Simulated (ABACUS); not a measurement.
Run report: SrCl₂, band-structure run (part 1 of 2)

SrCl₂ (3 atoms in the cell), computed with Kohn-Sham DFT of a periodic cell, PBEsol, PseudoDojo NC SR 0.5 PBE standard, no spin polarisation (ABACUS 3.10.1).

The structure derives from an entry of the Crystallography Open Database.

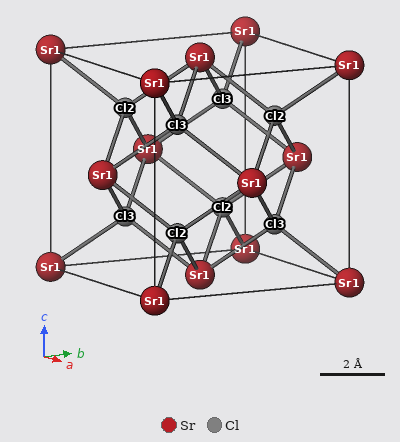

**Figure 1.** The structure as given in the input (ball-and-stick view of the cell 4 times as large as that of the calculation, set on its symmetry axes, seen at an oblique angle; atoms are numbered from 1 in the order of the input). An atom can appear more than once, as a periodic image. Near neighbours in the periodic cell (some may lie outside the picture): Sr has 8 Cl at 3.02 Å; Cl has 4 Sr at 3.02 Å.

## Input
```
INPUT_PARAMETERS
suffix              SrCl2
calculation         scf
basis_type          pw
pseudo_dir          ./
symmetry            1
dft_functional      pbesol
ecutwfc             68
pseudo_rcut         7
nspin               1
nbands              22
ks_solver           dav
smearing_method     fd
smearing_sigma      0.00367493
scf_thr             1e-08
scf_nmax            100
mixing_type         broyden
mixing_beta         0.7
cal_force           1
cal_stress          1
out_chg             1
kpar                4
```

## File STRU
```
ATOMIC_SPECIES
Sr 87.6200 Sr.upf
Cl 35.4500 Cl.upf

LATTICE_CONSTANT
1.8897261246

LATTICE_VECTORS
0.0000000000 3.4883500000 3.4883500000
3.4883500000 0.0000000000 3.4883500000
3.4883500000 3.4883500000 0.0000000000

ATOMIC_POSITIONS
Direct

Sr
0.0
1
0.0000000000 0.0000000000 0.0000000000 1 1 1

Cl
0.0
2
0.7500000000 0.7500000000 0.7500000000 1 1 1
0.2500000000 0.2500000000 0.2500000000 1 1 1
```

## File KPT
```
K_POINTS
0
Gamma
6 6 6 0 0 0
```

Run on 4 threads of AMD EPYC (Zen 5), 32 GiB of memory available, shared host.

Command:
```bash
OMP_NUM_THREADS=1 mpirun -np 4 abacus > log
```

## Output
```
ABACUS v3.10.1

               Atomic-orbital Based Ab-initio Computation at UStc

 ------------------------------------------------------------------------------------

 READING GENERAL INFORMATION
                           global_out_dir = OUT.SrCl2/
                           global_in_card = INPUT
                               pseudo_dir = ./
                              orbital_dir =
                                    DSIZE = 4
                                    GSIZE = 1

 READING UNITCELL INFORMATION
                                    ntype = 2
                  lattice constant (Bohr) = 1.88973
              lattice constant (Angstrom) = 1

 READING ATOM TYPE 1
                               atom label = Sr
                      L=0, number of zeta = 1
                      L=1, number of zeta = 1
                      L=2, number of zeta = 1
             number of atom for this type = 1

 READING ATOM TYPE 2
                               atom label = Cl
                      L=0, number of zeta = 1
                      L=1, number of zeta = 1
                      L=2, number of zeta = 1
             number of atom for this type = 2

                        TOTAL ATOM NUMBER = 3
DIRECT COORDINATES
    atom                   x                   y                   z     mag                  vx                  vy                  vz
taud_Sr1            0.0000000000        0.0000000000        0.0000000000  0.0000        0.0000000000        0.0000000000        0.0000000000
taud_Cl1            0.7500000000        0.7500000000        0.7500000000  0.0000        0.0000000000        0.0000000000        0.0000000000
taud_Cl2            0.2500000000        0.2500000000        0.2500000000  0.0000        0.0000000000        0.0000000000        0.0000000000

                          Volume (Bohr^3) = 572.91
                             Volume (A^3) = 84.8965

 Lattice vectors: (Cartesian coordinate: in unit of a_0)
                   +0            +3.48835            +3.48835
             +3.48835                  +0            +3.48835
             +3.48835            +3.48835                  +0
 Reciprocal vectors: (Cartesian coordinate: in unit of 2 pi/a_0)
            -0.143334           +0.143334           +0.143334
            +0.143334           -0.143334           +0.143334
            +0.143334           +0.143334           -0.143334
 The esolver type has been set to : ksdft_pw

                PAO radial cut off (Bohr) = 7

 Read in pseudopotential file is Sr.upf
                     pseudopotential type = NC
          exchange-correlation functional = PBE
                 nonlocal core correction = 1
                        valence electrons = 10
                                     lmax = 2
                           number of zeta = 3
                     number of projectors = 6
                           L of projector = 0
                           L of projector = 0
                           L of projector = 1
                           L of projector = 1
                           L of projector = 2
                           L of projector = 2
 XC functional updated to : pbesol
          exchange-correlation functional = PBESOL
                PAO radial cut off (Bohr) = 7

 Read in pseudopotential file is Cl.upf
                     pseudopotential type = NC
          exchange-correlation functional = PBE
                 nonlocal core correction = 1
                        valence electrons = 7
                                     lmax = 2
                           number of zeta = 2
                     number of projectors = 6
                           L of projector = 0
                           L of projector = 0
                           L of projector = 1
                           L of projector = 1
                           L of projector = 2
                           L of projector = 2
 XC functional updated to : pbesol
          exchange-correlation functional = PBESOL
     initial pseudo atomic orbital number = 13

 SETUP THE ELECTRONS NUMBER
            electron number of element Sr = 10
      total electron number of element Sr = 10
            electron number of element Cl = 7
      total electron number of element Cl = 14
            AUTOSET number of electrons:  = 24
                           occupied bands = 12
                                   NBANDS = 22
                                   NLOCAL = 27

%%%%%%%%%%%%%%%%%%%%%%%%%%%%%%%%%%%%%%%%%%%%%%%%%%%%%%%%%%%%%%%%%%%%%%%%%%%%%%%%%%%%%%%%%%%%%%%%%%%%%%%%%%
 Warning: the number of valence electrons in pseudopotential > 2 for Sr: [Kr] 5s2
 Pseudopotentials with additional electrons can yield (more) accurate outcomes, but may be less efficient.
 If you're confident that your chosen pseudopotential is appropriate, you can safely ignore this warning.
%%%%%%%%%%%%%%%%%%%%%%%%%%%%%%%%%%%%%%%%%%%%%%%%%%%%%%%%%%%%%%%%%%%%%%%%%%%%%%%%%%%%%%%%%%%%%%%%%%%%%%%%%%

 SETUP THE PLANE WAVE BASIS
 energy cutoff for charge/potential (unit:Ry) = 272
            fft grid for charge/potential = [ 50, 50, 50 ]
                        fft grid division = [ 1, 1, 1 ]
        big fft grid for charge/potential = [ 50, 50, 50 ]
                                     nbxx = 125000
                                     nrxx = 125000

 SETUP PLANE WAVES FOR CHARGE/POTENTIAL
                    number of plane waves = 43599
                         number of sticks = 1639

 PARALLEL PW FOR CHARGE/POTENTIAL
     PROC   COLUMNS(POT)             PW
        1           1639          43599
 --------------- sum -------------------
        1           1639          43599
                            number of |g| = 402
                                  max |g| = 24.5715
                                  min |g| = 0

----------- Double Check Mixing Parameters Begin ------------
mixing_type: broyden
mixing_beta: 0.7
mixing_gg0: 1
mixing_gg0_min: 0.1
mixing_ndim: 8
----------- Double Check Mixing Parameters End ------------

 LATTICE VECTORS: (CARTESIAN COORDINATE: IN UNIT OF A0)
                   +0            +3.48835            +3.48835
             +3.48835                  +0            +3.48835
             +3.48835            +3.48835                  +0
                       right hand lattice = 1
                                   NORM_A = 4.93327
                                   NORM_B = 4.93327
                                   NORM_C = 4.93327
                           ALPHA (DEGREE) = 60
                           BETA  (DEGREE) = 60
                           GAMMA (DEGREE) = 60

 The lattice vectors have been changed (STRU_SIMPLE.cif)

(for optimal symmetric configuration:)
                             BRAVAIS TYPE = 3
                     BRAVAIS LATTICE NAME = 03. Cubic F (face-centered)
                                    ibrav = 3
                                    IBRAV = 3
                                  BRAVAIS = FACE CENTERED CUBIC
                       LATTICE CONSTANT A = 6.9767
Original cell was already a primitive cell.
                        ROTATION MATRICES = 48
              PURE POINT GROUP OPERATIONS = 48
                   SPACE GROUP OPERATIONS = 48
                              POINT GROUP = O_h
               POINT GROUP IN SPACE GROUP = O_h

 SETUP K-POINTS
                                    nspin = 1
                   Input type of k points = Monkhorst-Pack(Gamma)
                                   nkstot = 216
                       right hand lattice = 1
(for reciprocal lattice: )
                             BRAVAIS TYPE = 2
                     BRAVAIS LATTICE NAME = 02. Cubic I (body-centered)
                                    ibrav = 2
                       right hand lattice = 1
(for k-lattice: )
                             BRAVAIS TYPE = 2
                     BRAVAIS LATTICE NAME = 02. Cubic I (body-centered)
                                    ibrav = 2
                       right hand lattice = 1
                        ROTATION MATRICES = 48
                               nkstot_ibz = 16
K-POINTS REDUCTION ACCORDING TO SYMMETRY
     IBZ    DIRECT_X    DIRECT_Y    DIRECT_Z  WEIGHT  ibz2bz
       1  0.00000000  0.00000000  0.00000000  0.0046       0
       2  0.16666667  0.16666667  0.16666667  0.0370       1
       3  0.33333333  0.33333333  0.33333333  0.0370       2
       4  0.50000000  0.50000000  0.50000000  0.0185       3
       5  0.16666667  0.16666667  0.00000000  0.0278       7
       6  0.33333333  0.33333333  0.16666667  0.1111       8
       7  0.50000000  0.50000000  0.33333333  0.1111       9
       8  0.50000000  0.33333333  0.33333333  0.1111      10
       9  0.33333333  0.16666667  0.16666667  0.0556      11
      10  0.33333333  0.33333333  0.00000000  0.0278      14
      11  0.50000000  0.50000000  0.16666667  0.1111      15
      12 -0.33333333  0.33333333  0.33333333  0.0556      16
      13  0.50000000  0.50000000  0.00000000  0.0139      21
      14  0.50000000  0.33333333  0.16666667  0.1111      51
      15  0.50000000  0.33333333 -0.33333333  0.1111      52
      16  0.50000000  0.33333333 -0.16666667  0.0556      58

                               nkstot now = 16
[... K-POINTS DIRECT COORDINATES: 16 rows ...]

           k-point number in this process = 4
       minimum distributed K point number = 4
[... stars of the k points ...]

[... K-POINTS CARTESIAN COORDINATES: 4 rows ...]

[... K-POINTS DIRECT COORDINATES: 4 rows ...]

 SETUP PLANE WAVES FOR WAVE FUNCTIONS
     energy cutoff for wavefunc (unit:Ry) = 68
              fft grid for wave functions = [ 50, 50, 50 ]
                    number of plane waves = 6231
                         number of sticks = 439

 PARALLEL PW FOR WAVE FUNCTIONS
     PROC   COLUMNS(POT)             PW
        1            439           6231
 --------------- sum -------------------
        1            439           6231

 SETUP NONLOCAL PSEUDOPOTENTIALS IN PLANE WAVE BASIS
 Sr non-local projectors:
 projector 1 L=0
 projector 2 L=0
 projector 3 L=1
 projector 4 L=1
 projector 5 L=2
 projector 6 L=2
 Cl non-local projectors:
 projector 1 L=0
 projector 2 L=0
 projector 3 L=1
 projector 4 L=1
 projector 5 L=2
 projector 6 L=2
      TOTAL NUMBER OF NONLOCAL PROJECTORS = 54

 Init Non-Local PseudoPotential table :
 Init Non-Local-Pseudopotential done.

                                     npwx = 5521

 Make real space PAO into reciprocal space.
       max mesh points in Pseudopotential = 701
     dq(describe PAO in reciprocal space) = 0.01
                                    max q = 994

 number of pseudo atomic orbitals for Sr is 3
WARNING: norm of atomic wavefunction # 3 of atomic type Sr is 0.968296, renormalized

 number of pseudo atomic orbitals for Cl is 2
WARNING: norm of atomic wavefunction # 2 of atomic type Cl is 0.999905, renormalized

 -------------------------------------------
 SELF-CONSISTENT
 -------------------------------------------
                                 init_chg = atomic

 PW ALGORITHM --------------- ION=   1  ELEC=   1--------------------------------

 Notice: Threshold on eigenvalues was too large.
 hsover_error=0.24 > DRHO=0.088294
 Origin diag ethr = 0.01
 New diag ethr = 0.000367892

 Density error is 0.0844565534191
                          Error Threshold = 0.000367891710827
----------------------------------------------------------
     Energy           Rydberg                 eV
```
